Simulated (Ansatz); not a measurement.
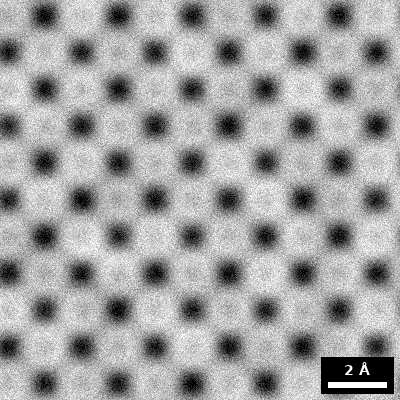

HRTEM-like image of Co (Fd-3m, No. 227) along [001]. Simulated in the weak-phase-object approximation with neutral-atom potentials: 300 kV, Cs = 40 µm, defocus −106 Å (negative is underfocus), defocus spread 12 Å, aperture 1.15 1/Å. Shot noise and the speckle of an amorphous layer were added. Structure: a calculation's starting geometry; the starting structure was generated, so it need not be a known form of this composition.

**Do the atom columns appear dark or bright, and why?**

Dark. With positive Cs and underfocus sin χ is negative over the pass band, so the strongest columns (Co) come out darker than the background.

**What point resolution do these settings give, and which lattice spacings pass?**

About 0.9 Å (0.66 |Cs|^(1/4) λ^(3/4) with λ = 0.0197 Å). The spacings that carry visible contrast are {220} at 1.82 Å, {400} at 1.29 Å, {440} at 0.91 Å.
